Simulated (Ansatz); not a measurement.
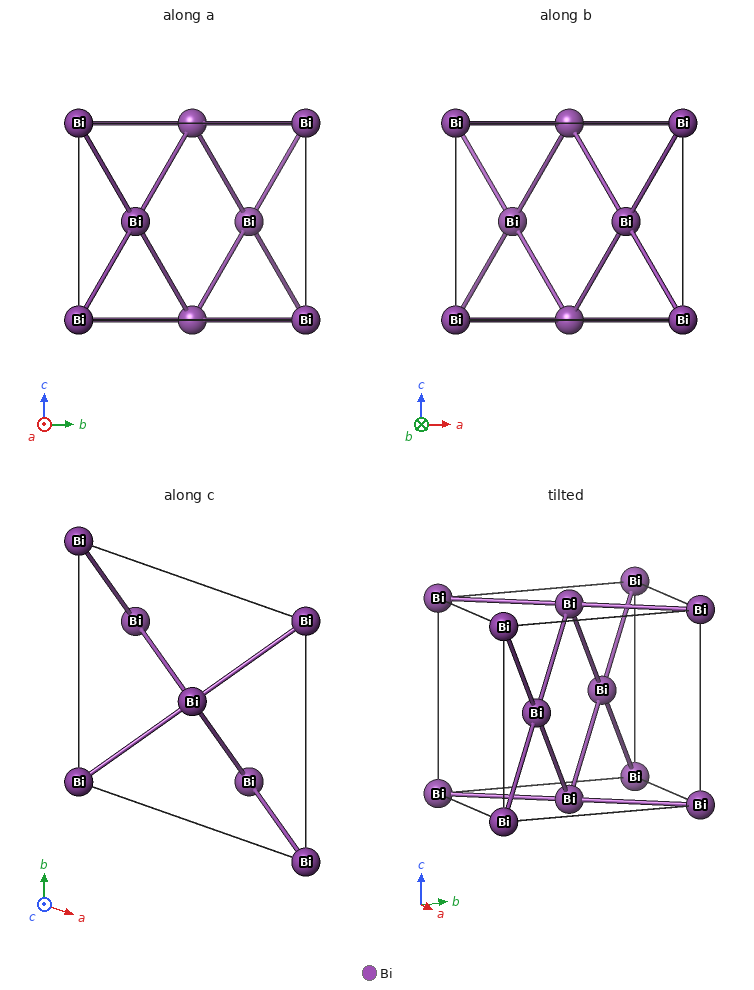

The image is a ball-and-stick drawing of a crystal, viewed along the a axis, along the b axis, along the c axis and slightly off an axis. The unit cell is outlined; an atom on or near a face, edge or corner is repeated at each equivalent position.

Lattice parameters: a = 5.5772 Å, b = 5.5772 Å, c = 4.5590 Å, α = 90.000°, β = 90.000°, γ = 109.417°.

Q: Express the structure as a CIF in P1 with every atom of the cell.

A:
```cif
data_structure
_symmetry_space_group_name_H-M 'P 1'
_symmetry_Int_Tables_number 1
_cell_length_a 5.5772
_cell_length_b 5.5772
_cell_length_c 4.5590
_cell_angle_alpha 90.000
_cell_angle_beta 90.000
_cell_angle_gamma 109.417
_cell_volume 133.74
loop_
_atom_site_label
_atom_site_type_symbol
_atom_site_fract_x
_atom_site_fract_y
_atom_site_fract_z
_atom_site_occupancy
Bi1 Bi 0.0000 0.0000 0.0000 1
Bi2 Bi 0.5000 0.5000 0.0000 1
Bi3 Bi 0.7500 0.2500 0.5000 1
Bi4 Bi 0.2500 0.7500 0.5000 1
```

Origin of the cell: a structure type filled with this element by a generator (whether the element takes this form wasn't checked). Relaxation method: DFT PBEsol, scalar-relativistic, plane waves, PAW (Ansatz).
